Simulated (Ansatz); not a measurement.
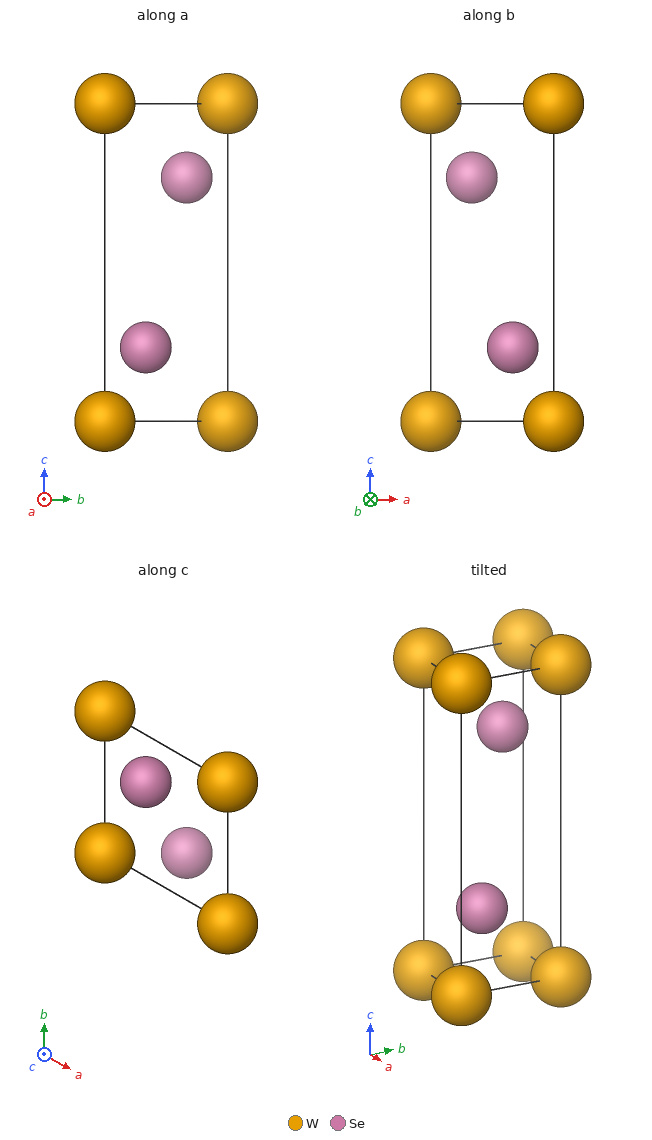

The image is a spheres-only drawing of a crystal, viewed along the a axis, along the b axis, along the c axis and slightly off an axis. The box is the conventional unit cell; atoms on or close to its faces, edges and corners are drawn wherever they repeat.

Lattice parameters: a = 3.296 Å, b = 3.296 Å, c = 7.390 Å, α = 90.00°, β = 90.00°, γ = 120.00°.

Question: Write down what is shown as a table of Wyckoff sites, with free fractional coordinates to two decimals.

Answer: Space group P-3m1 (No. 164).
```
atom  site       x       y     z
   W    1a    0.00    0.00  0.00
  Se    2d  0.3333  0.6667  0.77
```

The initial geometry was a random cell made by a generator, so it need not be a real form of the compound. The structure drawn was relaxed with Ansatz 0.2.0, DFT PBE, scalar-relativistic, plane waves, PAW.
